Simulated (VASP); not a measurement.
**Run report: TiO2, core levels calculation (part 1 of 2)**

The run: core levels calculation of TiO2 (I4₁/amd, 6 atoms in the cell). Method and program: Kohn-Sham DFT of a periodic cell, PBEsol, VASP PAW PBE potentials, recommended, no spin polarisation (VASP 6.6.1).

The structure derives from an entry of the Crystallography Open Database.

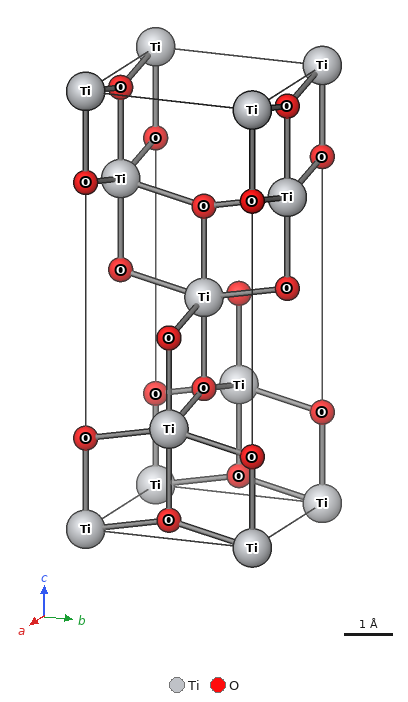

Fig. 1: The structure (ball-and-stick view of the cell 2 times as large as that of the calculation, set on its symmetry axes, seen slightly off an axis). Near neighbours in the crystal (not all of them lie inside the picture): Ti has 6 O at 1.93 to 1.98 Å; O has 3 Ti at 1.93 to 1.98 Å.

Results in brief:

```tsv
quantity	value
outcome	converged
space group (tolerance 0.01 Å)	I4₁/amd (141)
electrons treated	48
free energy	−56.2173 eV
Fermi energy of the self-consistent step	3.673 eV
gap on the k-point mesh	2.09 eV
pressure	−0.39 GPa
largest force (length of the vector)	0.012 eV/Å
hardware	1 thread of Intel Xeon (Sapphire Rapids), 64 GiB of memory available, shared host
wall time	2.4 min
peak memory	0.29 GiB
```

INCAR:
```
SYSTEM = TiO2
PREC = Accurate
ENCUT = 520
EDIFF = 1E-7
ISMEAR = -1
SIGMA = 0.02
LREAL = .False.
LASPH = .True.
NELM = 100
ALGO = Normal
ISIF = 2
LWAVE = .False.
LCHARG = .False.
GGA = PS
ICORELEVEL = 1
```

KPOINTS:
```
regular mesh
0
Gamma
  8 8 8
  0 0 0
```

POSCAR:
```
TiO2
1.0
   -1.8921000000      1.8921000000      4.7573000000
    1.8921000000     -1.8921000000      4.7573000000
    1.8921000000      1.8921000000     -4.7573000000
Ti O
2 4
Direct
    0.0000000000      0.0000000000      0.0000000000
    0.7500000000      0.2500000000      0.5000000000
    0.2081000000      0.2081000000      0.0000000000
    0.9581000000      0.4581000000      0.5000000000
    0.5419000000      0.0419000000      0.5000000000
    0.7919000000      0.7919000000      0.0000000000
```

Run as:
```bash
cat potpaw_PBE.64/Ti_sv/POTCAR potpaw_PBE.64/O/POTCAR > POTCAR
mpirun -np 1 vasp_std > vasp.out
```

OSZICAR:
```
N       E                     dE             d eps       ncg     rms          rms(c)
DAV:   1     0.679906650088E+03    0.67991E+03   -0.25020E+04  3304   0.199E+03
DAV:   2     0.405646789481E+02   -0.63934E+03   -0.62055E+03  3692   0.576E+02
DAV:   3    -0.671148676169E+02   -0.10768E+03   -0.10496E+03  5048   0.213E+02
DAV:   4    -0.722682306840E+02   -0.51534E+01   -0.51484E+01  4552   0.487E+01
DAV:   5    -0.724877878630E+02   -0.21956E+00   -0.21950E+00  4660   0.815E+00    0.321E+01
DAV:   6    -0.567074355834E+02    0.15780E+02   -0.11146E+02  4244   0.103E+02    0.119E+01
DAV:   7    -0.563014007761E+02    0.40603E+00   -0.15376E+01  4304   0.310E+01    0.805E+00
DAV:   8    -0.563886190884E+02   -0.87218E-01   -0.38258E+00  4192   0.190E+01    0.416E+00
DAV:   9    -0.562121245149E+02    0.17649E+00   -0.17281E+00  4380   0.121E+01    0.121E+00
DAV:  10    -0.562185144020E+02   -0.63899E-02   -0.11888E-01  4004   0.265E+00    0.338E-01
DAV:  11    -0.562171689311E+02    0.13455E-02   -0.12578E-02  3940   0.727E-01    0.598E-02
DAV:  12    -0.562173547814E+02   -0.18585E-03   -0.13847E-03  5068   0.328E-01    0.110E-01
DAV:  13    -0.562172500124E+02    0.10477E-03   -0.72197E-04  4564   0.226E-01    0.813E-03
DAV:  14    -0.562172542843E+02   -0.42719E-05   -0.44148E-05  4580   0.641E-02    0.135E-02
DAV:  15    -0.562172534143E+02    0.87007E-06   -0.45577E-06  4668   0.196E-02    0.475E-03
DAV:  16    -0.562172533042E+02    0.11008E-06   -0.21260E-06  4700   0.127E-02    0.123E-03
DAV:  17    -0.562172532858E+02    0.18429E-07   -0.99685E-08  2268   0.289E-03
   1 F= -.56217253E+02 E0= -.56217253E+02  d E =-.134278E-10
```

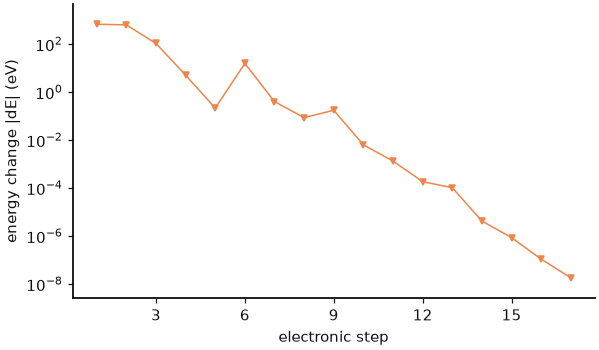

Fig. 2: Convergence of the self-consistent field: energy change |dE| against the electronic step. It takes 17 electronic steps. The density is held fixed in the first few steps, and dE rises again when its update begins.

Parts of OUTCAR:
```
SYSTEM = TiO2
   PREC = Accurate
   ENCUT = 520
   EDIFF = 1E-7
   ISMEAR = -1
   LREAL = .False.
   LASPH = .True.
   NELM = 100
   ISIF = 2
   GGA = PS

 ion  position               nearest neighbor table
   1  0.000  0.000  0.000-   5 1.93   4 1.93   5 1.93   4 1.93   3 1.98   6 1.98
   2  0.750  0.250  0.500-   6 1.93   3 1.93   6 1.93   3 1.93   4 1.98   5 1.98
   3  0.208  0.208  0.000-   2 1.93   2 1.93   1 1.98
   4  0.958  0.458  0.500-   1 1.93   1 1.93   2 1.98
   5  0.542  0.042  0.500-   1 1.93   1 1.93   2 1.98
   6  0.792  0.792  0.000-   2 1.93   2 1.93   1 1.98

  LATTYP: Found a body centered tetragonal cell.
 ALAT       =     3.7842000000
 C/A-ratio  =     2.5142962846

  Lattice vectors:

 A1 = (  -1.8921000000,   1.8921000000,   4.7573000000)
 A2 = (   1.8921000000,  -1.8921000000,   4.7573000000)
 A3 = (   1.8921000000,   1.8921000000,  -4.7573000000)

Analysis of symmetry for initial positions (statically):
=====================================================================
 Subroutine PRICEL returns:
 Original cell was already a primitive cell.

 Routine SETGRP: Setting up the symmetry group for a
 body centered tetragonal supercell.

 Subroutine GETGRP returns: Found 16 space group operations
 (whereof  8 operations were pure point group operations)
 out of a pool of 16 trial point group operations.

The static configuration has the point symmetry D_2d.
 The point group associated with its full space group is D_4h.

Analysis of symmetry for dynamics (positions and initial velocities):
=====================================================================
 Subroutine PRICEL returns:
 Original cell was already a primitive cell.

 Routine SETGRP: Setting up the symmetry group for a
 body centered tetragonal supercell.

 Subroutine GETGRP returns: Found 16 space group operations
 (whereof  8 operations were pure point group operations)
 out of a pool of 16 trial point group operations.

The dynamic configuration has the point symmetry D_2d.
 The point group associated with its full space group is D_4h.

 Subroutine INISYM returns: Found 16 space group operations
 (whereof  8 operations are pure point group operations),
 and found     1 'primitive' translations

----------------------------------------------------------------------------------------

                                     Primitive cell

  volume of cell :      68.1253

  direct lattice vectors                    reciprocal lattice vectors
    -1.892100000  1.892100000  4.757300000     0.000000000  0.264256646  0.105101633
     1.892100000 -1.892100000  4.757300000     0.264256646  0.000000000  0.105101633
     1.892100000  1.892100000 -4.757300000     0.264256646  0.264256646  0.000000000

  length of vectors
     5.458203744  5.458203744  5.458203744     0.284390450  0.284390450  0.373715333

  position of ions in fractional coordinates (direct lattice)
     0.000000000  0.000000000  0.000000000
     0.750000000  0.250000000  0.500000000
     0.208100000  0.208100000  0.000000000
     0.958100000  0.458100000  0.500000000
     0.541900000  0.041900000  0.500000000
     0.791900000  0.791900000  0.000000000

  ion indices of the primitive-cell ions
   primitive index   ion index
                 1           1
                 2           2
                 3           3
                 4           4
                 5           5
                 6           6

----------------------------------------------------------------------------------------

 KPOINTS: regular mesh

Automatic generation of k-mesh.
 Grid dimensions read from file:
 generate k-points for:    8    8    8

 Generating k-lattice:

  Cartesian coordinates                     Fractional coordinates (reciprocal lattice)
     0.000000000  0.033032081  0.013137704     0.125000000  0.000000000 -0.000000000
     0.033032081  0.000000000  0.013137704     0.000000000  0.125000000 -0.000000000
     0.033032081  0.033032081  0.000000000     0.000000000  0.000000000  0.125000000

  Length of vectors
     0.035548806  0.035548806  0.046714417

  Shift w.r.t. Gamma in fractional coordinates (k-lattice)
     0.000000000  0.000000000  0.000000000

 Subroutine IBZKPT returns following result:
 ===========================================

 Found     59 irreducible k-points:

 Following reciprocal coordinates:
            Coordinates               Weight
  0.000000  0.000000  0.000000      1.000000
  0.125000  0.000000  0.000000      8.000000
  0.250000  0.000000  0.000000      8.000000
  0.375000  0.000000 -0.000000      8.000000
  0.500000  0.000000  0.000000      4.000000
  0.125000  0.125000  0.000000      8.000000
  0.250000  0.125000 -0.000000     16.000000
  0.375000  0.125000  0.000000     16.000000
  0.500000  0.125000 -0.000000     16.000000
 -0.375000  0.125000  0.000000     16.000000
 -0.250000  0.125000  0.000000     16.000000
 -0.125000  0.125000  0.000000      4.000000
  0.250000  0.250000  0.000000      8.000000
  0.375000  0.250000 -0.000000     16.000000
  0.500000  0.250000 -0.000000     16.000000
 -0.375000  0.250000  0.000000     16.000000
 -0.250000  0.250000  0.000000      4.000000
  0.375000  0.375000 -0.000000      8.000000
  0.500000  0.375000 -0.000000     16.000000
 -0.375000  0.375000  0.000000      4.000000
  0.500000  0.500000  0.000000      2.000000
  0.125000  0.125000  0.125000      8.000000
  0.250000  0.125000  0.125000     16.000000
  0.375000  0.125000  0.125000      8.000000
 [... further k-points ...]
```
